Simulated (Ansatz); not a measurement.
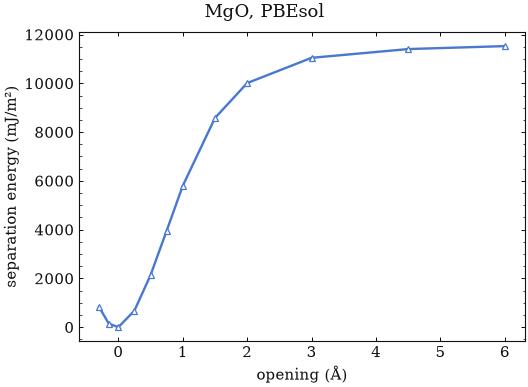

The figure shows the separation energy against opening for MgO, space group Fm-3m (No. 225).

Cell as given: a = 3.020 Å, b = 3.020 Å, c = 14.793 Å, α = 90.00°, β = 90.00°, γ = 60.00°; 12 atoms.

Method: rigid opening of a crystal across a plane by lengthening cell vector c along the normal, one cut a cell, unrelaxed, by plane-wave density functional theory with PAW datasets, free energies less that of the undisturbed cell; scalar-relativistic (Ansatz 0.2.0). Level: PBEsol, no spin polarisation.

wave cutoff 420 eV; k mesh 9×9×2; occupations Gaussian; smearing width 0.05 eV; k shift (0, 0, 0) (mesh steps); start as given; height of the cut 0 (fraction of cell vector c).

Give the values behind the plot as a table.

```tsv
opening (Å)	separation energy (mJ/m²)
-0.30	836.8
-0.15	151.0
0.00	0.0
0.25	682.3
0.50	2139.0
0.75	3958.9
1.00	5800.9
1.50	8580.8
2.00	10011.6
3.00	11046.3
4.50	11405.3
6.00	11526.4
```

Caveats: gap closes along the scan on a mesh chosen for the insulator; no spin polarisation, a magnetic state may lie lower; odd k mesh can miss points on the zone edge; reference crystal is not relaxed.
